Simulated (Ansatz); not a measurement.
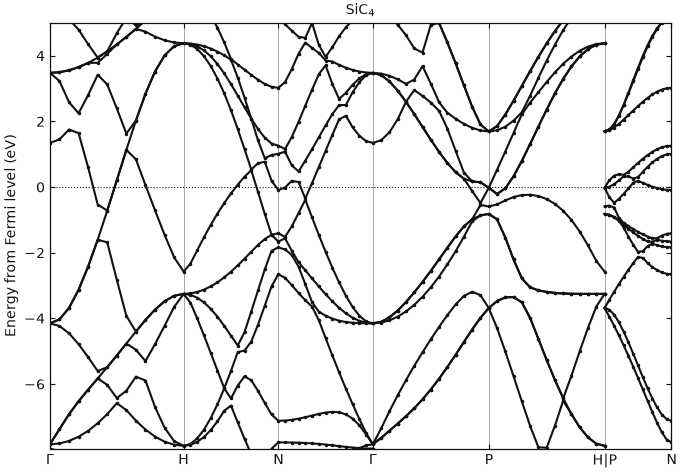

Band structure. Energies are counted from the Fermi level.

**What lattice type does the k path imply?**

A body-centred cubic lattice: the path Γ–H–N–Γ–P–H|P–N runs through the special points of its Brillouin zone.

Structure: SiC4, space group Im-3m, 5 atoms in the cell.

Computed with Ansatz: DFT PBE, scalar-relativistic, plane waves, PAW, no spin polarisation, 12×12×12 k mesh, Gaussian smearing of 0.1 eV.

**Metal, semiconductor or insulator?**

A metal: bands cross the Fermi level along this path.

**Which levels at H lie nearest to the Fermi level?**

At H the nearest levels lie 2.58 eV below and 4.38 eV above the Fermi level.

**On which lines of the path do bands cross the Fermi level?**

Bands cross the Fermi level on every line of the path.

The structure is an invented one, so it need not be a known or stable phase.
